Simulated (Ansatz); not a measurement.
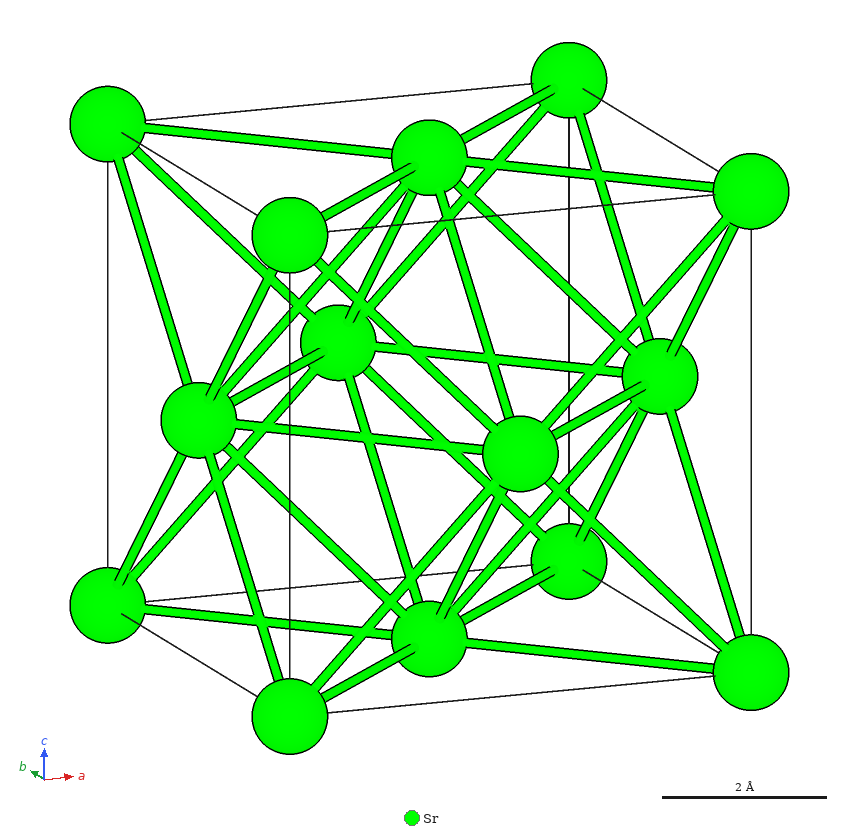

An orthographic ball-and-stick view of the structure, slightly off an axis. Lines trace the edges of the conventional unit cell.

Sr, face-centred cubic (Cu type), space group Fm-3m (No. 225), a = 6.080 Å, b = 6.080 Å, c = 6.080 Å, α = 90.00°, β = 90.00°, γ = 90.00°. The cell started as the standard structure of this element. Earlier steps of the study may have refined or changed the cell and positions. Ansatz was used for an electronic-structure calculation on it.

This one geometry was computed with Ansatz (DFT, plane waves, PAW) at three levels of theory: PBEsol, PBE with spin-orbit coupling and LDA.

### How does the band gap change with the level of theory?

All levels give a metal.

### Collect the results in a table.

| level | cutoff (eV) | k-mesh of the run's cell | gap (eV) | pressure (GPa) |
| --- | --- | --- | --- | --- |
| PBEsol | 420 | 12×12×12 | metal | -0.9 |
| PBE with spin-orbit coupling | 600 | 12×12×12 | metal | -0.3 |
| LDA | 420 | 12×12×12 | metal | -1.6 |

Gaps are taken on the k-mesh or band path of each run.
